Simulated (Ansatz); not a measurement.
Structure: a (110) slab cut from HfO2 (Fm-3m), of composition Hf4HO9 (not the bulk's), ended by HfO₂ planes, 28 atoms in the cell; a = 7.17 Å, b = 5.07 Å, c = 25.06 Å, α = 90.00°, β = 90.00°, γ = 90.00°.

Method: DFT PBE+D3(BJ), scalar-relativistic, plane waves, PAW, no spin polarisation, 2×3×1 k mesh, 420 eV cutoff (Ansatz).

What does the potential across the slab give for the band edges against vacuum?

From the vacuum level at the right face the ionisation potential is 6.09 eV and the electron affinity 4.41 eV; at the left face they are 3.52 and 1.84 eV. The slab's gap, their difference before rounding, is 1.68 eV. The vacuum level is 2.58 eV higher at the right than at the left, so the slab carries a dipole along its normal; the ramp in the vacuum, at or near the edge of the plot, is the dipole correction that keeps each side flat. Some atoms were held fixed in the relaxation, which can itself make the faces differ. The outermost atoms are 7.3 Å apart, which leaves 17.8 Å of vacuum in a cell 25.1 Å high.

Spin-orbit coupling is left out, which matters for Hf.

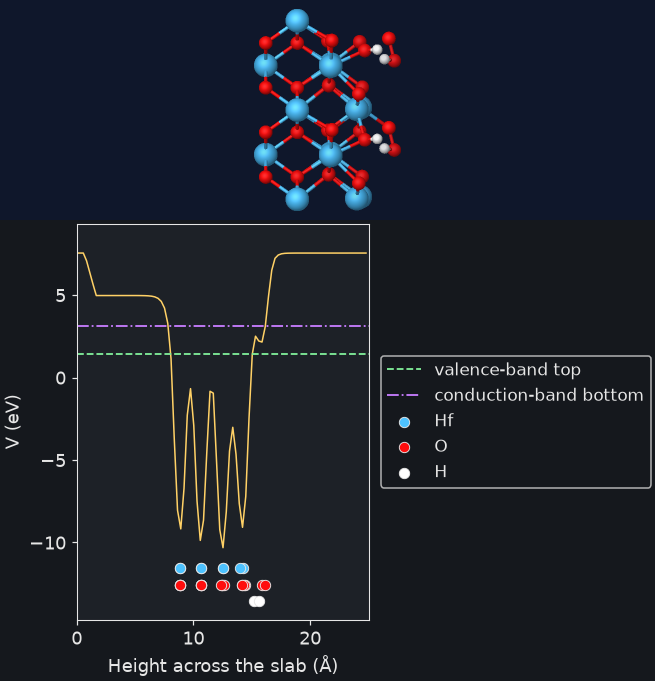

Plane-averaged electrostatic potential energy of an electron across the slab; circles at the bottom mark the heights of the atoms (positions after relaxation). The structure is drawn too.
